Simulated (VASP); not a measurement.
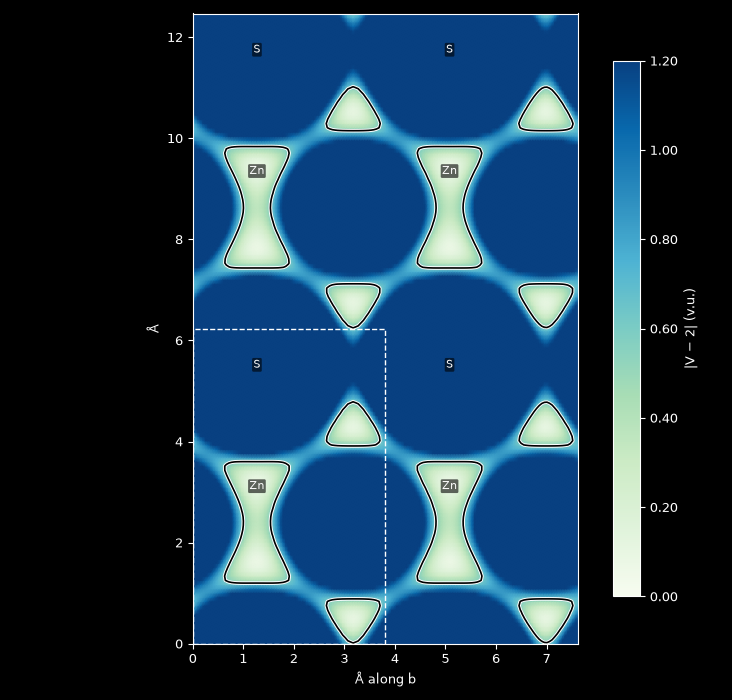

Bond-valence mismatch |V − 2| for Zn2+ in ZnS in space group P6_3mc on the section x = 0.667 (parallel to b and c; the dashed line is one cell); the black line is the 0.6 v.u. contour, and values above the scale's top are cut off.

At each point the valence sum V of a Zn2+ ion is computed from the anions within 5 Å (s = exp((R0 − d)/b), R0 fitted to published crystal structures with b = 0.37 Å; R0: Zn2+–S 2.088 Å). The other Zn2+ ions are ignored. This is an empirical screen for pathways, not an energy calculation.

The cell is taken from an entry of the Crystallography Open Database, as set up for an electronic-structure calculation.

```cif
data_structure
_symmetry_space_group_name_H-M 'P6_3mc'
_symmetry_Int_Tables_number 186
_cell_length_a 3.8110
_cell_length_b 3.8110
_cell_length_c 6.2340
_cell_angle_alpha 90.000
_cell_angle_beta 90.000
_cell_angle_gamma 120.000
_cell_volume 78.41
loop_
_atom_site_label
_atom_site_type_symbol
_atom_site_symmetry_multiplicity
_atom_site_Wyckoff_symbol
_atom_site_fract_x
_atom_site_fract_y
_atom_site_fract_z
_atom_site_occupancy
Zn1 Zn 2 b 0.66667 0.33333 0.50000 1
S1 S 2 b 0.66667 0.33333 0.88500 1
```

In the whole crystal, how are the regions below 0.6 v.u. connected (counting the regions that come within 0.6 Å of a Zn site)?

Answer. The regions form a three-dimensional network.

At which mismatch do paths open?

Answer. From a mismatch of about 0.30 v.u. the regions form a three-dimensional network. These are grid estimates, good to about 0.1 v.u.

What is the valence sum at the Zn sites themselves?

Answer. 2.08 v.u., against the formal 2.
